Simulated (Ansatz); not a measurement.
## Geometry relaxation of Si$_{16}$C$_{17}$ (part 3 of 3)

The same run, continued: Si$_{16}$C$_{17}$ (defect cell, 33 atoms in the cell); DFT PBE, scalar-relativistic, plane waves, PAW, no spin polarisation (Ansatz 0.2.0); cutoff 420 eV, 2×2×2 k-mesh, Gaussian smearing of 0.02 eV. The structure derives from a Materials Project entry. It belongs to a series of runs on one base structure; here: C interstitial, charge +0, atoms relaxed.

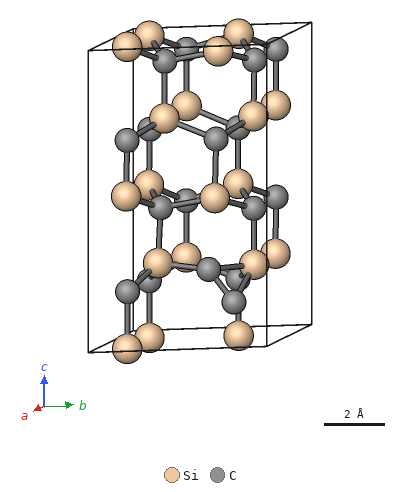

Fig. 1: The geometry at step 10 of the log (ball-and-stick view of the cell of the calculation, seen slightly off an axis).

**Trajectory as extended XYZ, continued**
```
33
Lattice="6.1839 0.0000 0.0000 -3.0919 5.3554 0.0000 0.0000 0.0000 10.1486" Properties=species:S:1:pos:R:3:forces:R:3 step=5 energy=-14436.68413
Si    0.0074    1.8325    2.5343   -0.1136  -0.1925  -0.1463
Si   -0.0009    1.7796    7.6063   -0.0151  -0.0005  -0.1296
Si   -1.4569    4.5316    2.5722   -0.6666   0.5163  -0.4957
Si   -1.5329    4.4619    7.5772   -0.0057  -0.0239  -0.1296
Si    3.0872    1.8853    2.6130    0.0833  -0.2290  -0.2357
Si    3.0898    1.7746    7.6001    0.0045  -0.0065  -0.1682
Si    1.4685    4.5339    2.5789    0.5496   0.8181  -0.6247
Si    1.5279    4.4602    7.5714   -0.0071  -0.0143  -0.1036
Si    1.5417    0.9336    5.0727    0.0031  -0.0356  -0.0488
Si    1.5129    0.8339   10.1675    0.2497   0.0942  -0.0177
Si   -0.0020    3.5849    5.0572    0.0223   0.0227  -0.0766
Si   -0.0036    3.5317   10.0932    0.0311   0.0923   0.3074
Si    4.6416    0.9357    5.0725    0.0043  -0.0505  -0.0665
Si    4.6584    0.8361   10.1617   -0.2052   0.0181   0.1263
Si    3.0934    3.6029    5.0734   -0.0129   0.0719  -0.1328
Si    3.0909    3.5202    9.9845   -0.1020   0.7827   0.3846
C     0.0000    1.8142    4.4265    0.0311   0.0549   0.1220
C    -0.0043    1.7589    9.5098   -0.0090  -0.3448   0.0873
C    -1.5460    4.5032    4.4360    0.0120  -0.0309   0.0914
C    -1.5094    4.4090    9.4569   -0.3831   0.1931   0.0806
C     3.0919    1.8331    4.4700   -0.0206  -0.1895   0.2102
C     3.0865    1.7260    9.4812   -0.0139  -0.1158   0.2132
C     1.5475    4.5045    4.4385    0.0054  -0.0925   0.1061
C     1.4957    4.4053    9.4460    0.4912   0.2479   0.1381
C     1.6113    1.0006    1.9333   -0.2719   0.0558  -0.0923
C     1.5410    0.8943    6.9612    0.0114   0.0347   0.1350
C     0.0130    3.6187    1.8776   -0.0228  -0.1546  -0.1327
C    -0.0040    3.5621    6.9306    0.0115  -0.0239   0.1840
C     4.5743    1.0217    1.9358    0.1621   0.0575  -0.1367
C     4.6407    0.8944    6.9615   -0.0254   0.0450   0.1097
C     3.1130    3.5227    1.9414    0.1601  -1.5383   0.6804
C     3.0908    3.5808    6.9657    0.0039  -0.0816   0.0886
C    -0.0384   -0.5218    1.4074    0.0383   0.0194  -0.3266
33
Lattice="6.1839 0.0000 0.0000 -3.0919 5.3554 0.0000 0.0000 0.0000 10.1486" Properties=species:S:1:pos:R:3:forces:R:3 step=7 energy=-14437.41440
Si   -0.0070    1.8475    2.5294    0.0887  -0.0592  -0.0570
Si   -0.0033    1.8113    7.6015   -0.0056   0.0203   0.0297
Si   -1.5233    4.5218    2.5304    0.3579   0.0707   0.1352
Si   -1.5300    4.4947    7.5573   -0.0697   0.0060  -0.0575
Si    3.0827    1.6250    2.6874   -0.1170  -0.5272   0.1391
Si    3.0870    1.8230    7.5830    0.0007   0.0636  -0.0654
Si    1.5258    4.5573    2.5143   -0.1970  -0.1445   0.1351
Si    1.5266    4.4983    7.5595    0.0666   0.0031  -0.0429
Si    1.5248    0.8864    5.0904   -0.0733   0.0831  -0.0419
Si    1.5736    0.9607   10.1271   -0.2921  -0.0522   0.2276
Si    0.0029    3.5839    5.0375   -0.0256  -0.0831  -0.0486
Si   -0.0015    3.6250   10.0933    0.0178  -0.0653   0.1041
Si    4.6555    0.8870    5.0876    0.0738   0.0729  -0.0138
Si    4.5942    0.9728   10.1287    0.3288  -0.1005   0.1746
Si    3.0914    3.5487    5.0262    0.0024  -0.0535  -0.1758
Si    3.0862    3.7341    9.9875    0.0619   0.1518  -1.0832
C    -0.0019    1.8033    4.4277   -0.0020  -0.0626   0.0752
C    -0.0058    1.8212    9.5161    0.0171   0.1981  -0.0058
C    -1.5573    4.4732    4.4192   -0.0731  -0.0200   0.0074
C    -1.5025    4.5391    9.4303    0.1056  -0.0502  -0.0336
C     3.0896    1.7121    4.5204   -0.0056   0.1038   0.2296
C     3.0821    1.8909    9.4938   -0.0032   0.2553   0.0687
C     1.5602    4.4733    4.4069    0.0850   0.0126   0.0191
C     1.4991    4.5496    9.4343   -0.2054  -0.1056  -0.0758
C     1.5597    0.9724    1.9116   -0.0500  -0.1293  -0.2017
C     1.5367    0.9231    6.9737   -0.0731   0.0162   0.0387
C     0.0090    3.6346    1.8738    0.0009  -0.0298  -0.1988
C     0.0006    3.5911    6.9301   -0.0111  -0.0434  -0.0491
C     4.6064    0.9894    1.9085    0.1990  -0.2054  -0.2510
C     4.6393    0.9249    6.9723    0.0859   0.0197   0.0405
C     3.1311    3.1939    2.1233    0.0644   1.8067   0.4880
C     3.0886    3.6011    6.9417    0.0068   0.0690   0.0315
C     0.0066   -0.9042    1.4908   -0.3595  -1.2207   0.4577
33
Lattice="6.1839 0.0000 0.0000 -3.0919 5.3554 0.0000 0.0000 0.0000 10.1486" Properties=species:S:1:pos:R:3:forces:R:3 step=10 energy=-14437.94981 accepted=F
Si   -0.0038    1.8205    2.5182    0.0032   0.0665   0.0624
Si    0.0003    1.8325    7.6044   -0.0030   0.0556  -0.0441
Si   -1.5065    4.5099    2.5441    0.3081   0.2558   0.1662
Si   -1.5389    4.5110    7.5273    0.1228   0.0300   0.0217
Si    3.0880    1.6199    2.6871   -0.0071   0.2135  -0.0129
Si    3.0917    1.8396    7.5547    0.0004  -0.0286  -0.0479
Si    1.4958    4.5256    2.5323   -0.1500   0.2289   0.0449
Si    1.5368    4.5120    7.5255   -0.1351   0.0373   0.0246
Si    1.5256    0.9191    5.1034    0.0097   0.0002   0.0057
Si    1.5491    0.9418   10.1194    0.1833   0.0065  -0.0722
Si    0.0001    3.6042    5.0429    0.0268   0.0248  -0.0134
Si   -0.0021    3.6211   10.0860   -0.0168   0.0705  -0.0377
Si    4.6603    0.9171    5.0995   -0.0068  -0.0159   0.0018
Si    4.6277    0.9441   10.1179   -0.1883   0.0297  -0.0753
Si    3.0961    3.5703    4.9328   -0.0278   0.1095   0.3137
Si    3.0862    3.6843    9.8646   -0.0664   0.4872   0.0749
C    -0.0002    1.8212    4.4202    0.0127   0.0234  -0.0198
C    -0.0016    1.8333    9.5105   -0.0200  -0.0907   0.0365
C    -1.5263    4.5260    4.4425    0.0615  -0.0768   0.0506
C    -1.5009    4.5339    9.4100   -0.0905  -0.0076  -0.1525
C     3.0934    1.7119    4.5527    0.0061   0.1443  -0.2161
C     3.0881    1.8537    9.4752    0.0072   0.0357   0.2901
C     1.5329    4.5204    4.4283   -0.0355  -0.0951   0.0526
C     1.4901    4.5369    9.4043    0.1286   0.0250  -0.1605
C     1.5562    0.9392    1.8910   -0.0688  -0.0060   0.0848
C     1.5273    0.9495    6.9787    0.0708  -0.0702   0.0247
C    -0.0016    3.6005    1.8524    0.0274   0.0293   0.0921
C    -0.0008    3.6030    6.9251    0.0167   0.0138   0.0396
C     4.6167    0.9533    1.8891    0.0506  -0.0551   0.0498
C     4.6578    0.9499    6.9758   -0.0832  -0.0832   0.0147
C     3.1333    3.3732    2.5336   -0.2389  -0.9905  -0.6131
C     3.0912    3.6194    6.9154   -0.0070  -0.0257  -0.1154
C    -0.0349   -1.1320    1.4502    0.1090  -0.3437   0.1291
33
Lattice="6.1839 0.0000 0.0000 -3.0919 5.3554 0.0000 0.0000 0.0000 10.1486" Properties=species:S:1:pos:R:3:forces:R:3 step=12 energy=-14438.03003 accepted=F
Si   -0.0009    1.8234    2.5249   -0.0354  -0.0081  -0.0132
Si   -0.0038    1.8359    7.6054    0.0029   0.0024   0.0016
Si   -1.5104    4.5112    2.5359    0.1177   0.0084   0.1196
Si   -1.5285    4.5207    7.5261   -0.1595  -0.0784  -0.0813
Si    3.0938    1.5794    2.6928   -0.0244  -0.0214  -0.0130
Si    3.0882    1.8425    7.5651   -0.0042   0.1584  -0.0137
Si    1.5157    4.5099    2.5369   -0.1053   0.0294   0.0441
Si    1.5227    4.5208    7.5226    0.1614  -0.0775  -0.0632
Si    1.5237    0.9084    5.0992   -0.1406  -0.1425   0.0796
Si    1.5627    0.9696   10.1302    0.0046   0.0309  -0.1739
Si    0.0004    3.5942    5.0345   -0.0469   0.0154   0.0464
Si   -0.0014    3.6413   10.0895   -0.0119  -0.0179  -0.0905
Si    4.6524    0.9085    5.0974    0.1153  -0.0831   0.1021
Si    4.6139    0.9702   10.1259    0.0043   0.0111  -0.1058
Si    3.0916    3.5499    4.9434    0.0408   0.2064   0.2992
Si    3.0878    3.7457    9.8645   -0.0156  -0.0519  -0.1621
C    -0.0045    1.8104    4.4220    0.0274   0.0403  -0.0027
C    -0.0034    1.8481    9.5165    0.0060  -0.0374   0.0381
C    -1.5353    4.5046    4.4308   -0.0280   0.0176   0.0258
C    -1.4951    4.5647    9.3990    0.0394   0.0324   0.0840
C     3.0856    1.6949    4.5498    0.0889   0.1458  -0.1831
C     3.0879    1.9002    9.4964   -0.0005  -0.0494   0.0335
C     1.5378    4.5038    4.4330    0.0110  -0.0298  -0.0931
C     1.4877    4.5653    9.3937   -0.0033   0.0485   0.1198
C     1.5558    0.9363    1.9013   -0.0814  -0.0183  -0.0742
C     1.5251    0.9507    6.9781    0.0829   0.0362  -0.0256
C     0.0023    3.6062    1.8582    0.0208  -0.0252   0.0189
C    -0.0035    3.6039    6.9185    0.0178   0.0105   0.0607
C     4.6282    0.9305    1.9004    0.0846   0.0542  -0.0851
C     4.6505    0.9518    6.9765   -0.0605   0.0174  -0.0261
C     3.1166    3.2929    2.4750   -0.1051  -0.1873   0.0175
C     3.0903    3.6233    6.9137   -0.0165  -0.0390   0.0173
C    -0.0067   -1.1533    1.4581    0.0133   0.0019   0.0977
33
Lattice="6.1839 0.0000 0.0000 -3.0919 5.3554 0.0000 0.0000 0.0000 10.1486" Properties=species:S:1:pos:R:3:forces:R:3 step=14 energy=-14438.04293
Si   -0.0013    1.8202    2.5232   -0.0009   0.0010  -0.0008
Si   -0.0013    1.8379    7.6038    0.0008  -0.0011  -0.0007
Si   -1.5139    4.5063    2.5397    0.0027   0.0006  -0.0016
Si   -1.5308    4.5221    7.5247   -0.0007   0.0005   0.0014
Si    3.0904    1.5703    2.6884    0.0005   0.0001  -0.0007
Si    3.0905    1.8486    7.5648    0.0016   0.0008   0.0009
Si    1.5110    4.5071    2.5391   -0.0005  -0.0015   0.0009
Si    1.5282    4.5222    7.5249    0.0003  -0.0015   0.0007
Si    1.5252    0.9097    5.0996   -0.0004   0.0006  -0.0005
Si    1.5641    0.9696   10.1197    0.0009   0.0002   0.0005
Si   -0.0012    3.5971    5.0388    0.0007   0.0022   0.0000
Si   -0.0015    3.6402   10.0866    0.0013  -0.0001   0.0009
Si    4.6563    0.9095    5.0995    0.0011   0.0005  -0.0012
Si    4.6168    0.9697   10.1198    0.0007   0.0013  -0.0004
Si    3.0908    3.5607    4.9625   -0.0001   0.0005  -0.0020
Si    3.0905    3.7436    9.8630   -0.0019  -0.0017   0.0018
C    -0.0012    1.8140    4.4227   -0.0006  -0.0023   0.0005
C    -0.0014    1.8471    9.5135   -0.0010  -0.0003   0.0017
C    -1.5390    4.5063    4.4345    0.0008  -0.0003   0.0004
C    -1.4932    4.5654    9.3982    0.0004  -0.0005  -0.0004
C     3.0908    1.7048    4.5457   -0.0017  -0.0026   0.0009
C     3.0905    1.8986    9.4937   -0.0002   0.0007   0.0001
C     1.5367    4.5062    4.4340   -0.0017   0.0009   0.0014
C     1.4902    4.5654    9.3983    0.0002   0.0010  -0.0010
C     1.5506    0.9288    1.8937    0.0003   0.0009  -0.0006
C     1.5306    0.9547    6.9770   -0.0007  -0.0005   0.0001
C    -0.0013    3.6026    1.8591   -0.0014   0.0003   0.0004
C    -0.0012    3.6071    6.9234   -0.0003   0.0010   0.0003
C     4.6303    0.9294    1.8936    0.0008  -0.0003  -0.0018
C     4.6507    0.9547    6.9770   -0.0014   0.0008   0.0000
C     3.0914    3.2807    2.4729   -0.0002   0.0093  -0.0076
C     3.0906    3.6258    6.9187    0.0002   0.0000   0.0012
C    -0.0019   -1.1602    1.4615    0.0004  -0.0103   0.0053
```

This output came from the following input.

**The input**
```yaml
crystal:
  lattice:
    - [6.1838730322, 0.0, 0.0]
    - [-3.0919365161, 5.3553911397, 0.0]
    - [0.0, 0.0, 10.1485845858]
  atoms:
    - { symbol: Si, position: [0.1666666667, 0.3333333333, 0.2497908536] }
    - { symbol: Si, position: [0.1666666667, 0.3333333333, 0.7497908536] }
    - { symbol: Si, position: [0.1666666667, 0.8333333333, 0.2497908536] }
    - { symbol: Si, position: [0.1666666667, 0.8333333333, 0.7497908536] }
    - { symbol: Si, position: [0.6666666667, 0.3333333333, 0.2497908536] }
    - { symbol: Si, position: [0.6666666667, 0.3333333333, 0.7497908536] }
    - { symbol: Si, position: [0.6666666667, 0.8333333333, 0.2497908536] }
    - { symbol: Si, position: [0.6666666667, 0.8333333333, 0.7497908536] }
    - { symbol: Si, position: [0.3333333333, 0.1666666667, 0.4997908536] }
    - { symbol: Si, position: [0.3333333333, 0.1666666667, 0.9997908536] }
    - { symbol: Si, position: [0.3333333333, 0.6666666667, 0.4997908536] }
    - { symbol: Si, position: [0.3333333333, 0.6666666667, 0.9997908536] }
    - { symbol: Si, position: [0.8333333333, 0.1666666667, 0.4997908536] }
    - { symbol: Si, position: [0.8333333333, 0.1666666667, 0.9997908536] }
    - { symbol: Si, position: [0.8333333333, 0.6666666667, 0.4997908536] }
    - { symbol: Si, position: [0.8333333333, 0.6666666667, 0.9997908536] }
    - { symbol: C, position: [0.1666666667, 0.3333333333, 0.4377091464] }
    - { symbol: C, position: [0.1666666667, 0.3333333333, 0.9377091464] }
    - { symbol: C, position: [0.1666666667, 0.8333333333, 0.4377091464] }
    - { symbol: C, position: [0.1666666667, 0.8333333333, 0.9377091464] }
    - { symbol: C, position: [0.6666666667, 0.3333333333, 0.4377091464] }
    - { symbol: C, position: [0.6666666667, 0.3333333333, 0.9377091464] }
    - { symbol: C, position: [0.6666666667, 0.8333333333, 0.4377091464] }
    - { symbol: C, position: [0.6666666667, 0.8333333333, 0.9377091464] }
    - { symbol: C, position: [0.3333333333, 0.1666666667, 0.1877091464] }
    - { symbol: C, position: [0.3333333333, 0.1666666667, 0.6877091464] }
    - { symbol: C, position: [0.3333333333, 0.6666666667, 0.1877091464] }
    - { symbol: C, position: [0.3333333333, 0.6666666667, 0.6877091464] }
    - { symbol: C, position: [0.8333333333, 0.1666666667, 0.1877091464] }
    - { symbol: C, position: [0.8333333333, 0.1666666667, 0.6877091464] }
    - { symbol: C, position: [0.8333333333, 0.6666666667, 0.1877091464] }
    - { symbol: C, position: [0.8333333333, 0.6666666667, 0.6877091464] }
    - { symbol: C, position: [-0.0183047787, -0.0224053751, 0.1076166032] }
basis:
  ecutwfc: 420
  xc_grid: 2
kpoints:
  mp_grid: { grid: [2, 2, 2], shift: [0.0, 0.0, 0.0] }
hamiltonian:
  xc: pbe
scf:
  occupations: { method: gaussian, width: 0.02 }
output:
  forces: true
  stress: false
  eigenvalues: true
relax:
  adjacent_minimum: "off"
  f_tol: 0.02
  max_steps: 60
```

Command:
```bash
ansatz run input.yaml --threads 4 --pin off --max-ram 10240MiB --backend cpu --events-out ev --progress --plain --runs-dir out
```

**Results in brief**

- outcome: converged
- electrons treated: 132
- free energy: −14438.0429 eV
- Fermi energy: 11.136 eV
- gap on the k-point mesh: none (metallic)
- final volume: 336.09 Å³
- largest force (length of the vector) at the end: 0.012 eV/Å
- hardware: 4 threads of Arm Neoverse V1, 24 GiB of memory available, shared host
- wall time: 76 s (CPU time 4.9 min)
- peak memory: 1.1 GiB

The k-point mesh is coarse for a cell of this size, so the results may not be converged.
